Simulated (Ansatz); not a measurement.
**La₂O₃: density, localisation and related maps**

Input

```
crystal:
  lattice:
    - [6.2667802772, 0.0, 0.0]
    - [-3.1333901386, 5.42719092, 0.0]
    - [0.0, 0.0, 3.299766]
  atoms:
    - { symbol: La, position: [0.6666666667, 0.3333333333, 0.5] }
    - { symbol: La, position: [0.3333333333, 0.6666666667, 0.5] }
    - { symbol: O, position: [0.50801399, 0.0, 0.0] }
    - { symbol: O, position: [0.0, 0.50801399, 0.0] }
    - { symbol: O, position: [0.49198601, 0.49198601, 0.0] }
hamiltonian:
  xc: revpbe
  pseudopotentials: { kind: paw }
  dispersion: d3bj
kpoints:
  mp_grid: { grid: [5, 5, 8] }
scf:
  occupations: { method: fermi_dirac, width: 0.05 }
output:
  forces: true
  stress: true
  eigenvalues: true
  write_density: true
  write_potential: true
  elf: true
  volumetric_format: npy
relax:
  f_tol: 0.01
  max_steps: 40
  cell: { stress_tol: 0.05 }
```

Command:

```sh
ansatz run input.yaml --threads 2 --pin off --max-ram 5632MiB --backend cpu --events-out ev --progress --plain --runs-dir out
```

Below, planes, directions and counts refer to the conventional cell (a = 6.33 Å, b = 6.33 Å, c = 3.29 Å, α = 90.00°, β = 90.00°, γ = 120.00°).

The fields are those of the relaxed geometry.

Space group P6/mmm; a structure from a database of computed crystals, not necessarily the ambient phase.

All numbers below come from Kohn-Sham DFT of a periodic cell, revPBE with D3(BJ), Ansatz PAW in Ansatz 0.2.0.

In a PAW calculation such maps are meaningful between the atoms, not at the nuclei.

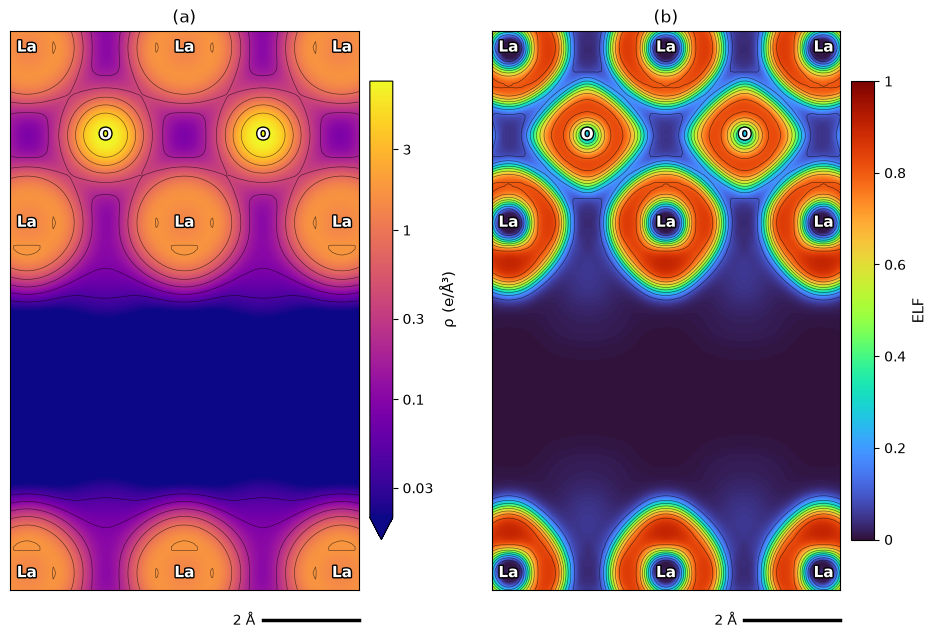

Figure 1. (a) valence pseudo-density; (b) electron localisation function on the (110) plane of the conventional cell.

Interpret the plot.

The section cuts through La and O sites.
La–O (2.46 Å): the density is about 0.43 e/Å³ at the midpoint; the ELF is about 0.25 at the midpoint: a closed-shell, largely ionic contact.
The density dies away to nearly zero in the voids.
The features right at La lie inside the PAW spheres, where the map follows smoothed inner orbitals and isn't to be read closely.

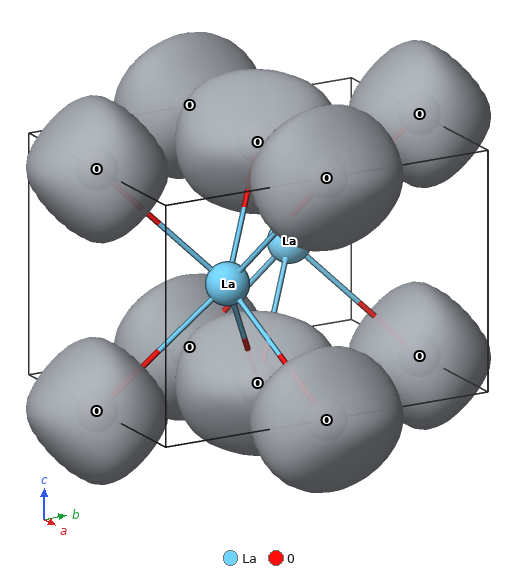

Figure 2. Isosurface of the ELF at 0.6 (grey), seen slightly off an axis. Only the valence region is drawn (cores and ρ < 0.01 e/Å³ removed). Sticks mark near contacts.

Describe the localisation domains.

The ELF exceeds this value in three regions wrapped around O (the valence shell of each), counted in one cell of 5 atoms. Regions shared between cells count once.

Metal or insulator at this level of theory?

It is gapped, with a Kohn–Sham gap of 1.7 eV on the k-point mesh (the band edges may lie off the mesh, which would make the gap smaller).
